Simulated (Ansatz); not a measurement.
## Run report: Ti18HO36 (charge +1), single-point calculation (part 3 of 3)

The same run, continued: Ti18HO36 (defect cell, 55 atoms in the cell, total charge +1); DFT PBE, scalar-relativistic, plane waves, PAW, spin-polarised (Ansatz 0.2.0); cutoff 420 eV, 2×1×2 k-mesh, Gaussian smearing of 0.05 eV, collinear spins. The structure derives from a Materials Project entry.

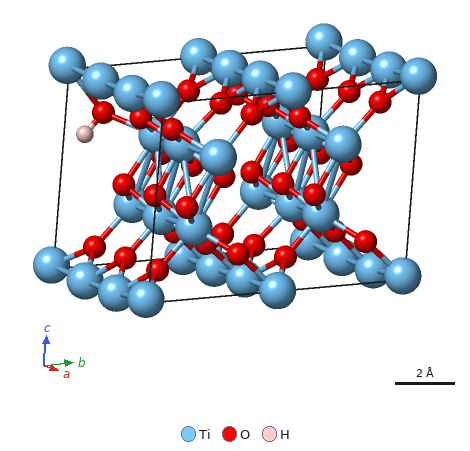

Fig. 1: The structure (ball-and-stick view of the cell of the calculation, seen slightly off an axis). An atom can appear more than once, as a periodic image.

### Log, continued
```
  k-point 0 ↑: bands = ["-48.8146", "-48.7928", "-48.7560", "-48.7305", "-48.6790", "-48.6619", "-48.5395", "-48.5082", "-48.5040", "-48.4800", ... 62 levels left out ..., "-10.5282", "-9.7874", "-9.3938", "-9.3066", "-9.0060", "-8.9911", "-8.9261", "-8.9144", "-8.9052", "-8.8913", "-8.8202", "-8.8001", "-8.7754", "-8.7239", "-8.6953", "-8.6519", "-8.5970", "-8.5844", "-8.5664", "-8.4757", "-8.4580", "-8.4247", "-8.4100", "-8.3995", "-8.3774", "-8.3587", "-8.3560", "-8.3483", "-8.3475",
      "-8.2990", "-8.2875", "-8.2541", "-8.2428", "-8.2143", "-8.1444", "-7.9802", "2.0457", "2.8556", "3.0105", "3.0966", "3.2931", "3.4859", "3.5161", "3.5577", "3.6101", "3.6143", "3.6496", "3.6695", "3.6765", "3.6925", "3.7191", "3.7373", "3.7559", "3.8466", "3.8508", "3.8692", "3.8983", "3.9162", "3.9435", "3.9680", "3.9839", "4.0179", "4.0390", "4.0670", "4.1622", "4.2050", "4.2489", "4.3454", "4.3602",
      "4.3829", "4.4386", "4.4743", "4.5711", "4.6245", "4.6329", "4.6671", "4.6938", "4.7190", "4.7611", "4.7714", "4.8153", "4.8523", "4.8900", "4.9997", "5.0193", "5.0246", "5.0708", "5.1274", "5.1462", "5.1670", "5.1819", "5.2014", "5.3170", "5.5011", "5.6705", "5.7258", "5.7447", "5.7850", "5.8255", "5.8388", "5.8592", "5.9809", "6.0152", "6.0264", "6.0606", "6.0923", "6.1813", "6.1853", "6.1927",
      "6.2327", "6.2478", "6.2616", "6.3061", "6.3285", "6.3538", "6.3686", "6.4066", "6.4415", "6.4609", "6.5787", "6.6630", "6.7446", "6.7661", "6.8162", "6.8376", "6.8708", "6.9164", "6.9374", "7.0070", "7.0619", "7.0921", "7.1364", "7.1507", "7.1698", "7.2060", "7.2214", "7.2470", "7.3218", "7.3501", "7.3913", "7.4939", "7.6173", "7.6761", "7.8757", "10.1957", "10.2169", "10.4568", "10.5035", "10.6227",
      "10.6360", "10.6370", "10.6853", "10.6950", "10.7134", "10.7379", "10.7639", "10.8254", "10.8560", "10.9525", "10.9732", "11.0438", "11.0568", "11.0897", "11.1024", "11.1089", "11.1194", "11.1684", "11.2069", "11.2432", "11.2594", "11.2856", "11.3155", "11.3534", "11.3989", "11.4047", "11.4395", "11.4712", "11.5026", "11.5173", "11.6349", "11.6865", "11.7094", "11.7221", "11.7335", "11.7497", "11.7704", "11.7860", "11.8162", "11.8187",
      "11.8436", "11.8718", "11.9360", "11.9802", "11.9908", "12.0836", "12.1299", "12.1851", "12.5953", "13.0934", "13.2652"]
  k-point 1 ↑: bands = ["-48.8145", "-48.7928", "-48.7560", "-48.7305", "-48.6789", "-48.6619", "-48.5396", "-48.5082", "-48.5040", "-48.4800", ... 62 levels left out ..., "-10.5084", "-9.5530", "-9.4558", "-9.4090", "-9.2419", "-8.9692", "-8.9603", "-8.8951", "-8.8794", "-8.8661", "-8.8605", "-8.8214", "-8.7817", "-8.7613", "-8.7437", "-8.6349", "-8.5920", "-8.5378", "-8.5243", "-8.4717", "-8.4572", "-8.4351", "-8.4208", "-8.4101", "-8.4052", "-8.3654", "-8.3445", "-8.3288", "-8.3107",
      "-8.2822", "-8.2560", "-8.2537", "-8.2468", "-8.1507", "-8.0646", "-8.0372", "2.0460", "2.7195", "3.0111", "3.2780", "3.3549", "3.3960", "3.4673", "3.5217", "3.5811", "3.6006", "3.6337", "3.6594", "3.6863", "3.7131", "3.7368", "3.7553", "3.7915", "3.8081", "3.8386", "3.9262", "3.9394", "3.9706", "3.9988", "4.0160", "4.0340", "4.0784", "4.1034", "4.1188", "4.1320", "4.1515", "4.2069", "4.2519", "4.2834",
      "4.3264", "4.4068", "4.4135", "4.4286", "4.4777", "4.6263", "4.6764", "4.6944", "4.7419", "4.7649", "4.7956", "4.8360", "4.8605", "4.9202", "4.9690", "4.9952", "5.0142", "5.0468", "5.1071", "5.1275", "5.1591", "5.1766", "5.3728", "5.5442", "5.5701", "5.5864", "5.5961", "5.6236", "5.6794", "5.8657", "5.8792", "5.9441", "6.0156", "6.0447", "6.0677", "6.0892", "6.1166", "6.1460", "6.1882", "6.2103",
      "6.2534", "6.3089", "6.3328", "6.3433", "6.4017", "6.4118", "6.4309", "6.4686", "6.4832", "6.5325", "6.5535", "6.6127", "6.6612", "6.7109", "6.7153", "6.7795", "6.8525", "6.9252", "6.9691", "7.0105", "7.0686", "7.1129", "7.1274", "7.1485", "7.2093", "7.2251", "7.2441", "7.2502", "7.2603", "7.3461", "7.3796", "7.4158", "7.5936", "7.6724", "7.7656", "10.2466", "10.2728", "10.3880", "10.4492", "10.5558",
      "10.6027", "10.6333", "10.6497", "10.6804", "10.6935", "10.7050", "10.7550", "10.8080", "10.8936", "10.9162", "10.9317", "10.9664", "11.0282", "11.0747", "11.0924", "11.1298", "11.1437", "11.1763", "11.2135", "11.2581", "11.2744", "11.3189", "11.3500", "11.3571", "11.3705", "11.4112", "11.4540", "11.4694", "11.5154", "11.5333", "11.6000", "11.6457", "11.6784", "11.7141", "11.7300", "11.7647", "11.7784", "11.7925", "11.8215", "11.8581",
      "11.8735", "11.9600", "11.9705", "12.0013", "12.0463", "12.1389", "12.1677", "12.3212", "12.4952", "12.9891", "13.2331"]
  k-point 2 ↑: bands = ["-48.8135", "-48.7940", "-48.7541", "-48.7332", "-48.6781", "-48.6617", "-48.5389", "-48.5052", "-48.5013", "-48.4866", ... 62 levels left out ..., "-10.5136", "-9.6053", "-9.5023", "-9.2125", "-9.1886", "-9.1167", "-9.0718", "-8.9293", "-8.8894", "-8.8134", "-8.7757", "-8.7352", "-8.7331", "-8.7074", "-8.6803", "-8.6708", "-8.6459", "-8.6323", "-8.5462", "-8.4993", "-8.4953", "-8.4503", "-8.4322", "-8.4193", "-8.4079", "-8.3658", "-8.3357", "-8.3153", "-8.3057",
      "-8.2836", "-8.2496", "-8.2291", "-8.1736", "-8.1139", "-8.1045", "-8.0822", "2.0568", "3.1631", "3.1752", "3.2060", "3.2224", "3.2730", "3.2835", "3.3799", "3.3904", "3.4238", "3.4761", "3.5006", "3.5572", "3.6121", "3.7426", "3.7658", "3.7954", "3.8074", "3.8899", "3.9183", "3.9582", "3.9799", "4.0365", "4.0479", "4.0578", "4.0790", "4.0966", "4.1340", "4.1449", "4.1795", "4.2101", "4.2456", "4.2784",
      "4.2855", "4.3379", "4.3461", "4.4272", "4.4506", "4.4736", "4.4993", "4.6437", "4.8201", "4.8440", "4.9635", "4.9824", "5.0615", "5.0843", "5.0983", "5.1417", "5.1893", "5.2537", "5.2957", "5.3251", "5.5351", "5.5850", "5.5891", "5.6578", "5.6643", "5.6954", "5.7181", "5.7674", "5.7903", "5.8179", "5.8656", "5.9053", "5.9199", "5.9525", "5.9677", "6.0124", "6.0545", "6.0727", "6.0929", "6.1111",
      "6.1282", "6.1407", "6.1745", "6.1964", "6.2164", "6.2544", "6.2904", "6.3421", "6.4211", "6.4708", "6.5358", "6.5760", "6.6019", "6.6916", "6.7182", "6.7459", "6.8079", "6.8660", "6.9374", "6.9865", "7.0274", "7.0570", "7.0923", "7.1241", "7.1598", "7.1734", "7.1999", "7.2260", "7.2646", "7.2783", "7.3659", "7.6154", "7.6362", "7.6862", "7.7792", "10.4106", "10.4790", "10.4925", "10.5414", "10.5736",
      "10.5955", "10.6082", "10.6671", "10.7139", "10.7497", "10.7635", "10.7812", "10.8390", "10.8562", "10.8732", "10.9304", "10.9634", "11.0027", "11.0231", "11.0707", "11.0894", "11.1239", "11.2022", "11.2426", "11.2773", "11.2953", "11.3194", "11.3532", "11.4512", "11.4567", "11.4704", "11.5255", "11.5422", "11.5428", "11.5568", "11.5906", "11.6082", "11.6348", "11.6378", "11.6609", "11.6797", "11.7139", "11.7460", "11.7555", "11.7867",
      "11.8238", "11.8823", "11.9448", "11.9758", "12.0157", "12.0610", "12.1295", "12.4405", "12.4664", "13.1974", "13.2769"]
  k-point 3 ↓: bands = ["-48.8135", "-48.7940", "-48.7541", "-48.7332", "-48.6781", "-48.6617", "-48.5389", "-48.5052", "-48.5013", "-48.4866", ... 62 levels left out ..., "-10.5013", "-9.4069", "-9.3543", "-9.2410", "-9.2290", "-9.2012", "-9.1530", "-9.0712", "-8.9807", "-8.9190", "-8.8873", "-8.7398", "-8.7116", "-8.6993", "-8.6782", "-8.6632", "-8.6538", "-8.6331", "-8.5550", "-8.5258", "-8.5158", "-8.4261", "-8.4060", "-8.3989", "-8.3657", "-8.3142", "-8.3062", "-8.2827", "-8.2526",
      "-8.2417", "-8.1860", "-8.1835", "-8.1721", "-8.1454", "-8.1416", "-8.0827", "2.0600", "3.0732", "3.0969", "3.2024", "3.2120", "3.2819", "3.3022", "3.4231", "3.4668", "3.5041", "3.5276", "3.5638", "3.5780", "3.6225", "3.6927", "3.7387", "3.7740", "3.8107", "3.8471", "3.8573", "3.8921", "3.9443", "3.9719", "4.0020", "4.0458", "4.0612", "4.0769", "4.0900", "4.1281", "4.1316", "4.1724", "4.2492", "4.2585",
      "4.3315", "4.3519", "4.4191", "4.4309", "4.4719", "4.5216", "4.5608", "4.6599", "4.8370", "4.8784", "4.8920", "4.9961", "5.0633", "5.1171", "5.1679", "5.2203", "5.2579", "5.3181", "5.3885", "5.4170", "5.4883", "5.5094", "5.5511", "5.5795", "5.5954", "5.6635", "5.7042", "5.7447", "5.7613", "5.8404", "5.8525", "5.8651", "5.9011", "5.9104", "5.9496", "5.9946", "6.0034", "6.0738", "6.0975", "6.1233",
      "6.1704", "6.2036", "6.2466", "6.3067", "6.3401", "6.3497", "6.3819", "6.4018", "6.4258", "6.4543", "6.5622", "6.5661", "6.6119", "6.6409", "6.6623", "6.7053", "6.7296", "6.8143", "6.8335", "6.8637", "6.8828", "6.9244", "7.0668", "7.1279", "7.1800", "7.2195", "7.3084", "7.3107", "7.3679", "7.4158", "7.4576", "7.5657", "7.5973", "7.6305", "7.7286", "10.3737", "10.4406", "10.4846", "10.4992", "10.5199",
      "10.5597", "10.6011", "10.6187", "10.6408", "10.7142", "10.7644", "10.7995", "10.8433", "10.8645", "10.9133", "10.9214", "10.9660", "11.0060", "11.0258", "11.0461", "11.0919", "11.1151", "11.2195", "11.2556", "11.2713", "11.2911", "11.3405", "11.3573", "11.3681", "11.3895", "11.4536", "11.4789", "11.5097", "11.5218", "11.5416", "11.5817", "11.5888", "11.6191", "11.6373", "11.6739", "11.7497", "11.7898", "11.7968", "11.8251", "11.8789",
      "11.9502", "11.9750", "11.9813", "12.0514", "12.1111", "12.1198", "12.1638", "12.3049", "12.3280", "13.1831", "13.1917"]
--- Löwdin populations: 55 sites ---
  site symbol       q [e]    m [muB]
     0     Ti     10.6497    -0.0000
     1     Ti     10.6374     0.0000
     2     Ti     10.6347     0.0000
     3     Ti     10.6330     0.0000
     4     Ti     10.6480    -0.0000
     5     Ti     10.6393     0.0000
     6     Ti     10.6359    -0.0000
     7     Ti     10.6399     0.0000
     8     Ti     10.6344     0.0000
     9     Ti     10.6313     0.0000
    10     Ti     10.6324    -0.0000
    11     Ti     10.6374     0.0000
    12     Ti     10.6155     0.0000
    13     Ti     10.6117    -0.0000
    14     Ti     10.6008     0.0000
    15     Ti     10.6068     0.0000
    16     Ti     10.6015    -0.0000
    17     Ti     10.6060    -0.0000
    18      O      6.6417    -0.0000
    19      O      6.6389    -0.0000
    20      O      6.6337    -0.0000
    21      O      6.6360    -0.0000
    22      O      6.6410     0.0000
    23      O      6.6408    -0.0000
    24      O      6.6014     0.0000
    25      O      6.6334    -0.0000
    26      O      6.5684    -0.0000
    27      O      6.5947    -0.0000
    28      O      6.5692     0.0000
    29      O      6.5940    -0.0000
    30      O      6.6482    -0.0000
    31      O      6.6485    -0.0000
    32      O      6.6488    -0.0000
    33      O      6.6475    -0.0000
    34      O      6.6468     0.0000
    35      O      6.6296    -0.0000
    36      O      6.7082     0.0000
    37      O      6.6511     0.0000
    38      O      6.6399    -0.0000
    39      O      6.6520    -0.0000
    40      O      6.6404     0.0000
    41      O      6.6532    -0.0000
    42      O      6.6147     0.0000
    43      O      6.5855    -0.0000
    44      O      6.5958    -0.0000
    45      O      6.5808    -0.0000
    46      O      6.6177     0.0000
    47      O      6.5940    -0.0000
    48      O      6.6353    -0.0000
    49      O      6.6378    -0.0000
    50      O      6.6380    -0.0000
    51      O      6.6259    -0.0000
    52      O      6.6336    -0.0000
    53      O      6.6365    -0.0000
    54      H      0.6058    -0.0000
  spilling = 0.003462 (of n_electrons = 432.000000)
--- Bader charges: 55 sites ---
  site symbol  charge [e]  shift [e]    m [muB]
     0     Ti      2.2449     0.0047     0.0000
     1     Ti      2.2656     0.0038     0.0000
     2     Ti      2.2632     0.0038     0.0000
     3     Ti      2.2647     0.0037     0.0000
     4     Ti      2.2465     0.0045     0.0000
     5     Ti      2.2647     0.0038     0.0000
     6     Ti      2.2663     0.0037     0.0000
     7     Ti      2.2632     0.0040     0.0000
     8     Ti      2.2646     0.0039     0.0000
     9     Ti      2.2642     0.0037     0.0000
    10     Ti      2.2675     0.0038     0.0000
    11     Ti      2.2635     0.0039     0.0000
    12     Ti      2.2792     0.0043     0.0000
    13     Ti      2.3016     0.0037     0.0000
    14     Ti      2.2995     0.0034     0.0000
    15     Ti      2.2942     0.0035     0.0000
    16     Ti      2.2999     0.0035     0.0000
    17     Ti      2.2939     0.0035     0.0000
    18      O     -1.1453     0.0021     0.0000
    19      O     -1.1390     0.0019     0.0000
    20      O     -1.1355     0.0019     0.0000
    21      O     -1.1398     0.0019     0.0000
    22      O     -1.1444     0.0021     0.0000
    23      O     -1.1400     0.0020     0.0000
    24      O     -1.0983     0.0021     0.0000
    25      O     -1.1192     0.0016     0.0000
    26      O     -1.0659     0.0027     0.0000
    27      O     -1.0862     0.0020     0.0000
    28      O     -1.0684     0.0025     0.0000
    29      O     -1.0853     0.0019     0.0000
    30      O     -1.1419     0.0018     0.0000
    31      O     -1.1412     0.0018     0.0000
    32      O     -1.1402     0.0019     0.0000
    33      O     -1.1402     0.0018     0.0000
    34      O     -1.1412     0.0019     0.0000
    35      O     -1.1325     0.0025     0.0000
    36      O     -1.2358     0.0019     0.0000
    37      O     -1.1456     0.0018     0.0000
    38      O     -1.1358     0.0019     0.0000
    39      O     -1.1452     0.0018     0.0000
    40      O     -1.1365     0.0019     0.0000
    41      O     -1.1454     0.0018     0.0000
    42      O     -1.1005     0.0019     0.0000
    43      O     -1.0811     0.0021     0.0000
    44      O     -1.0882     0.0020     0.0000
    45      O     -1.0758     0.0021     0.0000
    46      O     -1.1025     0.0018     0.0000
    47      O     -1.0891     0.0020     0.0000
    48      O     -1.1381     0.0020     0.0000
    49      O     -1.1410     0.0020     0.0000
    50      O     -1.1422     0.0020     0.0000
    51      O     -1.1291     0.0019     0.0000
    52      O     -1.1387     0.0021     0.0000
    53      O     -1.1399     0.0020     0.0000
    54      H      0.6078     0.0019     0.0000
  estimated error of the sums over rays = 5.7e-4 e
```

### Key numbers

```json
{"quantity": "outcome", "value": "converged"}
{"quantity": "electrons treated", "value": "432"}
{"quantity": "free energy", "value": "−65520.4782 eV"}
{"quantity": "Fermi energy", "value": "9.036 eV"}
{"quantity": "gap on the k-point mesh", "value": "2.32 eV"}
{"quantity": "net moment of the cell", "value": "0.00 μB"}
{"quantity": "integrated absolute moment", "value": "0.00 μB"}
{"quantity": "largest force (length of the vector)", "value": "0.539 eV/Å"}
{"quantity": "hardware", "value": "8 threads of Arm Neoverse N1, 98 GiB of memory available, shared host"}
{"quantity": "wall time", "value": "2.9 min (CPU time 22 min)"}
{"quantity": "peak memory", "value": "5 GiB"}
```

Warnings of the run: some starting moments were not kept. The cell is charged and computed with a neutralising background, so its energy and pressure depend on the cell and aren't those of a real crystal. So coarse a mesh can miss the band edges, so the true gap of this method can be much smaller, or zero. The k-point mesh is coarse for a cell of this size, so the results may not be converged.
